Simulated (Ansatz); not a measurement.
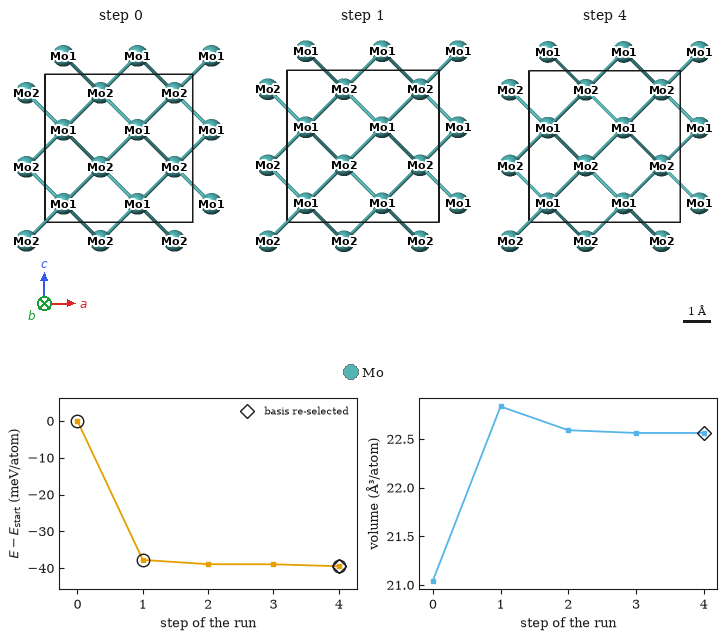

Frames of a relaxation of solid Mo (a generated structure, set up in Fd-3m), marked on the history of the run. The picture is a ball-and-stick view of the conventional cell (4 times the calculation's cell), seen along the b axis. Lengths and directions refer to the drawn axes.

Phase: diamond.

Level of theory: Ansatz, DFT, r2SCAN, plane waves (500 eV) with PAW, scalar-relativistic.

The input:
```yaml
crystal:
  lattice:
    - [0.0, 2.7608283082, 2.7608283082]
    - [2.7608283082, 0.0, 2.7608283082]
    - [2.7608283082, 2.7608283082, 0.0]
  atoms:
    - { symbol: Mo, position: [0.125, 0.125, 0.125] }
    - { symbol: Mo, position: [0.875, 0.875, 0.875] }
hamiltonian:
  xc: r2scan
  pseudopotentials:
    kind: paw
    azcp:
      Mo: "pseudopotentials/Mo.paw.azcp"
basis:
  ecutwfc: 500
  fft_grid_basis: typed
kpoints:
  mp_grid: { grid: [10, 10, 10], shift: [0, 0, 0] }
magnetization:
  spin_polarized: false
scf:
  occupations: { method: fermi_dirac, width: 0.1 }
relax:
  max_steps: 60
  f_tol: 0.01
  cell: {}
output:
  write_density: true
  write_potential: true
  elf: true
  volumetric_format: npy
```

Command:
```bash
ansatz run input.yaml --threads 1 --pin off --max-ram 3584MiB --backend cpu --events-out ev --progress --plain --runs-dir out
```

**What happens along the run?**

Over 3 accepted moves (4 points after the start) the energy falls by 39.5 meV per atom. All forces vanish by symmetry, so only the cell relaxes. The pressure goes from 8.83 to 0.01 GPa. The SCF was repeated once at an unchanged geometry on a basis and grid sized afresh for the cell, which shifted the energy by 0.5 meV per atom at most. The atoms keep their places relative to the cell (all moves are under 0.005 Å). Cell: a = b = c 5.522 → 5.651 Å (+2.4 %). Volume +7.2 %. Some distances before and after: Mo1–Mo2 2.391 → 2.447 Å. The space group stays Fd-3m (No. 227). The run may lie on a higher electronic state than the lowest, so the end point isn't shown to be the ground-state structure. From step 0 to 1: volume +8.5 %, energy −37.8 meV per atom. From step 1 to 4: volume −1.2 %, energy −1.7 meV per atom.
